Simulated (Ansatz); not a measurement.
# TiO2: a changed input and its effect

System: TiO2 (Fm-3m, 3 atoms in the cell).
Method of the first run: DFT, PBE, plane waves, PAW, no spin polarisation (Ansatz 0.2.0).

The structure was built on a prototype by a generator. The geometry comes from this level: r2SCAN (a point of a series of strains). Text and figures count atoms from 1; the logs count them from 0 in places.

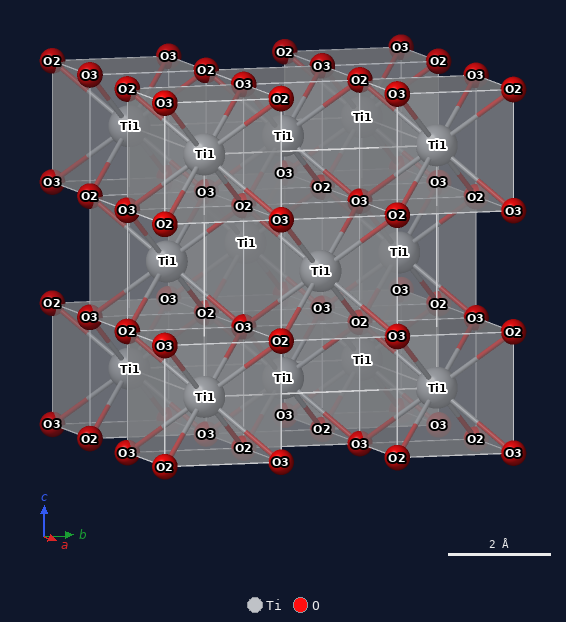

Fig. 1: The structure as given in the input (polyhedral view of the cell 4 times as large as that of the calculation, set on its symmetry axes, seen slightly off an axis; polyhedra are completed across the faces of the cell; atoms are numbered from 1 in the order of the input).

The input, the first run:
```yaml
crystal:
  lattice:
    - [0.0, 2.3968272525, 2.3968272525]
    - [2.3968272525, 0.0, 2.3968272525]
    - [2.3968272525, 2.3968272525, 0.0]
  atoms:
    - { symbol: Ti, position: [0.0, 0.0, 0.0] }
    - { symbol: O, position: [0.25, 0.25, 0.25] }
    - { symbol: O, position: [0.75, 0.75, 0.75] }
kpoints:
  mp_grid: { grid: [10, 10, 10] }
  band_path:
    path:
      - [0.0, 0.0, 0.0]
      - [0.5, 0.0, 0.5]
      - [0.625, 0.25, 0.625]
      - [0.375, 0.375, 0.75]
      - [0.5, 0.5, 0.5]
      - [0.5, 0.25, 0.75]
      - [0.0, 0.5, 0.5]
    npoints: 1
hamiltonian:
  xc: pbe
scf:
  occupations: { method: fermi_dirac, width: 0.02 }
  n_extra_bands: 4
output:
  forces: true
  stress: true
  eigenvalues: true
```

Launched with:
```bash
ansatz run input.yaml --threads 2 --pin off --max-ram 2211MiB --backend cpu --events-out ev --progress --plain --runs-dir out
```

Hardware: 2 threads of an x86-64 CPU, shared host.

Output, shortened to warnings, some set-up lines, iterations and results (the first run):
```
Basis set: ecut = 420 eV, 537 PW (Γ), exchange–correlation on 48×48×48 points (8 copies of the dense FFT grid, shifted against one another)
Symmetry: 48 space group operations
k-points: 47 of 1000
Initial density: superposition of atomic densities (neutral atoms: chi_scale 0, normalization atom), corrected by the library's trained network
[...]
SCF iter   1: F=—  HF=-3637.821024 eV  |F-HF|=—  |Δ(HF+E_count)|=         —  Δρ=3.48e-3  dr2=1.40e-3  ethr=1.77e-3  ⟨swp⟩=5.5  Hψ=3327  notcnv=0
SCF iter   2: F=—  HF=-3637.822333 eV  |F-HF|=—  |Δ(HF+E_count)|=   1.31e-3  Δρ=3.33e-3  dr2=2.46e-3  ethr=5.83e-6  ⟨swp⟩=2.1  Hψ=1656  notcnv=0
SCF iter   3: F=—  HF=-3637.822192 eV  |F-HF|=—  |Δ(HF+E_count)|=   1.40e-4  Δρ=1.73e-3  dr2=5.91e-4  ethr=5.83e-6  ⟨swp⟩=2.1  Hψ=1292  notcnv=0
SCF iter   4: F=—  HF=-3637.822323 eV  |F-HF|=—  |Δ(HF+E_count)|=   1.31e-4  Δρ=5.78e-4  dr2=6.58e-5  ethr=2.46e-6  ⟨swp⟩=2.0  Hψ=1125  notcnv=0
SCF iter   5: F=—  HF=-3637.822360 eV  |F-HF|=—  |Δ(HF+E_count)|=   3.64e-5  Δρ=1.04e-4  dr2=2.33e-6  ethr=2.74e-7  ⟨swp⟩=2.5  Hψ=989  notcnv=0
SCF iter   6: F=-3637.822360 eV  HF=-3637.822360 eV  |F-HF|=1.06e-8  |Δ(HF+E_count)|=   6.15e-7  Δρ=8.73e-6  dr2=5.47e-9  ethr=4.17e-10  ⟨swp⟩=3.1  Hψ=2923  notcnv=0
SCF 1 converged in 6 iterations: F = -3637.822360 eV  dr2 = 5.47e-9
NSCF: frozen V_eff on 7 k-points
SCF converged after 6 iterations
Free energy (F): -3637.822360 eV
Harris-Foulkes:  -3637.822360 eV  (|F-HF|=1.06e-8)
Internal energy: -3637.822360 eV  (E = F + TS)
E sigma→0 (E₀):  -3637.822360 eV
Fermi energy:    12.822283 eV
--- Per-component energies (eV) ---
  E_band       = -138.653800
  E_kinetic    = 624.943215
  E_local      = -1291.227052  (includes V_loc(G=0)·N_el)
  E_nonlocal   = 98.787609
  E_hartree    = 489.812118
  E_xc         = -247.231449
  E_vxc        = -313.275483  (∫ρ·V_xc dr)
  E_paw        = -1360.756349  (= ΣΔE_a)
  E_vpaw       = -237.510788  (= ΣTr[D̂ρ^β])
  E_aug_tail   = 0.005059  (compensation charges beyond the density's cutoff)
  E_ewald      = -1952.155511
  E_smearing   = -0.000000  (= −TS)
  E_closure    = 0.000000  (closes the sum)
  Σ components = -3637.822360   (vs F -3637.822360, Δ=0.00e0)
--- Forces (eV/Å), atoms counted from 1 ---
  atom   1  Ti    -0.00000000     0.00000000     0.00000000
  atom   2  O     -0.00000000     0.00000000    -0.00000000
  atom   3  O     -0.00000000    -0.00000000    -0.00000000
  max |Σ_I F_I| component: 6.01e-17 eV/Å
--- Stress (GPa, compression-positive) ---
        5.899060       0.000000      -0.000000
        0.000000       5.899060       0.000000
        0.000000      -0.000000       5.899060
  P = ⅓ Tr σ = 5.8991 GPa (58.991 kbar)
```

For the second run the input was changed thus:
```diff
-    - [2.3968272525, 0.0, 2.3968272525]
-    - [2.3968272525, 2.3968272525, 0.0]
+    - [2.3369065712, 0.0, 2.3968272525]
+    - [2.3369065712, 2.3968272525, 0.0]
```

How does the second run compare with the first run?

With the same functional and potentials, the second run lies 20.3 meV per atom higher. The gap on the mesh goes from 1.14 to 0.89 eV. The pressure goes from 5.90 to 13.28 GPa. The volume per atom goes from 9.18 to 8.95 Å³. The number of SCF iterations is the same. The irreducible k-points go from 47 to 102. The plane waves at Γ go from 537 to 535.

Output, shortened to warnings, some set-up lines, iterations and results (the second run):
```
Basis set: ecut = 420 eV, 535 PW (Γ), exchange–correlation on 48×48×48 points (8 copies of the dense FFT grid, shifted against one another)
Symmetry: 16 space group operations
k-points: 102 of 1000
Initial density: superposition of atomic densities (neutral atoms: chi_scale 0, normalization atom), corrected by the library's trained network
[...]
SCF iter   1: F=—  HF=-3637.760456 eV  |F-HF|=—  |Δ(HF+E_count)|=         —  Δρ=4.43e-3  dr2=2.94e-3  ethr=1.77e-3  ⟨swp⟩=5.5  Hψ=7266  notcnv=0
SCF iter   2: F=—  HF=-3637.762111 eV  |F-HF|=—  |Δ(HF+E_count)|=   1.66e-3  Δρ=5.04e-3  dr2=5.95e-3  ethr=1.22e-5  ⟨swp⟩=2.2  Hψ=3571  notcnv=0
SCF iter   3: F=—  HF=-3637.761328 eV  |F-HF|=—  |Δ(HF+E_count)|=   7.83e-4  Δρ=1.78e-3  dr2=5.14e-4  ethr=1.22e-5  ⟨swp⟩=2.1  Hψ=2717  notcnv=0
SCF iter   4: F=—  HF=-3637.761518 eV  |F-HF|=—  |Δ(HF+E_count)|=   1.90e-4  Δρ=3.13e-4  dr2=1.60e-5  ethr=2.14e-6  ⟨swp⟩=2.1  Hψ=2541  notcnv=0
SCF iter   5: F=—  HF=-3637.761537 eV  |F-HF|=—  |Δ(HF+E_count)|=   1.86e-5  Δρ=3.88e-5  dr2=2.12e-7  ethr=6.67e-8  ⟨swp⟩=2.4  Hψ=2334  notcnv=0
SCF iter   6: F=-3637.761537 eV  HF=-3637.761537 eV  |F-HF|=1.40e-10  |Δ(HF+E_count)|=   1.94e-7  Δρ=4.67e-6  dr2=3.43e-9  ethr=4.17e-10  ⟨swp⟩=4.7  Hψ=5885  notcnv=0
SCF 1 converged in 6 iterations: F = -3637.761537 eV  dr2 = 3.43e-9
NSCF: frozen V_eff on 7 k-points
SCF converged after 6 iterations
Free energy (F): -3637.761537 eV
Harris-Foulkes:  -3637.761537 eV  (|F-HF|=1.40e-10)
Internal energy: -3637.761537 eV  (E = F + TS)
E sigma→0 (E₀):  -3637.761537 eV
Fermi energy:    13.356485 eV
--- Per-component energies (eV) ---
  E_band       = -128.797240
  E_kinetic    = 627.080203
  E_local      = -1269.399893  (includes V_loc(G=0)·N_el)
  E_nonlocal   = 98.933685
  E_hartree    = 483.242967
  E_xc         = -247.738801
  E_vxc        = -313.973826  (∫ρ·V_xc dr)
  E_paw        = -1361.080230  (= ΣΔE_a)
  E_vpaw       = -237.930549  (= ΣTr[D̂ρ^β])
  E_aug_tail   = 0.005074  (compensation charges beyond the density's cutoff)
  E_ewald      = -1968.804542
  E_smearing   = -0.000000  (= −TS)
  E_closure    = 0.000000  (closes the sum)
  Σ components = -3637.761537   (vs F -3637.761537, Δ=0.00e0)
--- Forces (eV/Å), atoms counted from 1 ---
  atom   1  Ti     0.00000000    -0.00000000     0.00000000
  atom   2  O      0.00000000     0.00000000     0.00000000
  atom   3  O      0.00000000     0.00000000    -0.00000000
  max |Σ_I F_I| component: 1.39e-17 eV/Å
--- Stress (GPa, compression-positive) ---
       22.784617       0.000000       0.000000
        0.000000       8.525250       0.000000
        0.000000       0.000000       8.525250
  P = ⅓ Tr σ = 13.2784 GPa (132.784 kbar)
```

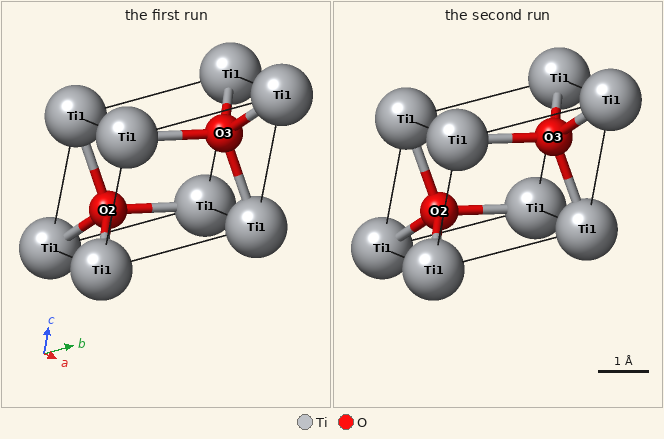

Fig. 2: The two input geometries at one scale (ball-and-stick view of the cell of the calculation, seen slightly off an axis). No atom moves by more than 0.005 Å relative to the cell. Cell: a stays at 3.390 Å, b = c 3.390 → 3.348 Å (−1.2 %), α 60.0° → 60.8°, β 60.0° → 59.6°, γ 60.0° → 59.6°. Volume −2.5 %. Among the contacts that change: Ti1–O2 2.076 → 2.059 Å.

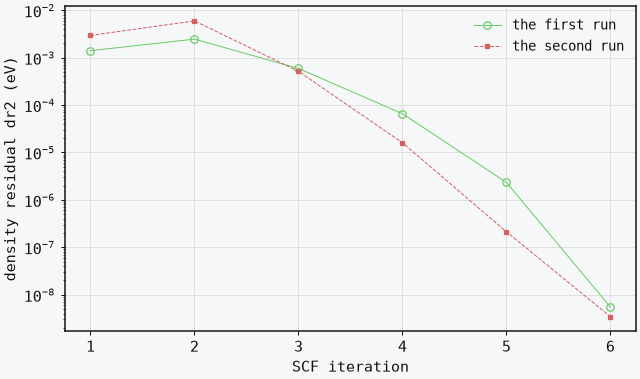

Fig. 3: Convergence of the two runs: density residual dr2 against the SCF iteration. The first run takes 6 iterations in all, and the second run takes 6.

The two runs side by side:

```csv
quantity,the first run,the second run
outcome,converged,converged
free energy per atom (eV),−1212.6075,−1212.5872
gap on the mesh (eV),1.14,0.89
pressure (GPa),5.90,13.28
volume per atom (Å³),9.18,8.95
largest force (eV/Å),0.000,0.000
SCF iterations,6,6
irreducible k-points,47,102
plane waves at Γ,537,535
wall time (shared host),8.3 s,4.8 s
```

For the first run: The cell is under a pressure of 5.9 GPa at this level, so it is not at its equilibrium volume.
